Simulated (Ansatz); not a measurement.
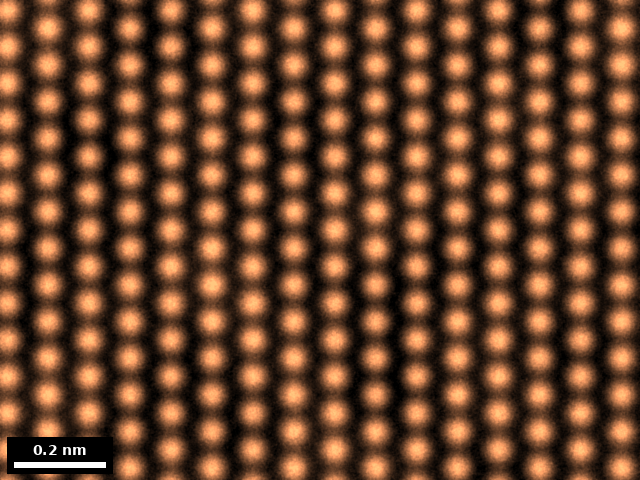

HAADF-like image of C (Fd-3m, No. 227). The image is simulated as a sum over atoms of Z^1.7, blurred by a 0.52 Å probe (no channelling). The probe carries 15 % of its weight in a tail 2.5 times as wide. Shot noise and the speckle of an amorphous layer were added. Atomic positions: coordinates from a relaxation with Ansatz, DFT, revPBE, plane waves (420 eV) with PAW, scalar-relativistic; the starting structure was generated, so it need not be a known form of this composition.

```cif
data_structure
_symmetry_space_group_name_H-M 'P 1'
_symmetry_Int_Tables_number 1
_cell_length_a 3.5844
_cell_length_b 3.5844
_cell_length_c 3.5844
_cell_angle_alpha 90.000
_cell_angle_beta 90.000
_cell_angle_gamma 90.000
_cell_volume 46.05
loop_
_atom_site_label
_atom_site_type_symbol
_atom_site_fract_x
_atom_site_fract_y
_atom_site_fract_z
_atom_site_occupancy
C1 C 0.00000 0.50000 0.50000 1
C2 C 0.25000 0.75000 0.75000 1
C3 C 0.00000 0.00000 0.00000 1
C4 C 0.25000 0.25000 0.25000 1
C5 C 0.50000 0.50000 0.00000 1
C6 C 0.75000 0.75000 0.25000 1
C7 C 0.50000 0.00000 0.50000 1
C8 C 0.75000 0.25000 0.75000 1
```

Which beam direction gives this image, [210], [211], [110] or [221]? (Directions equivalent by symmetry count as one.)

[210]. The projected cells are 0.80 × 0.98 Å, 114° for [210]; 1.27 × 2.07 Å, 90° for [211]; 2.19 × 2.19 Å, 109° for [110]; 0.42 × 1.27 Å, 90° for [221], and the image repeats as the [210] one does.
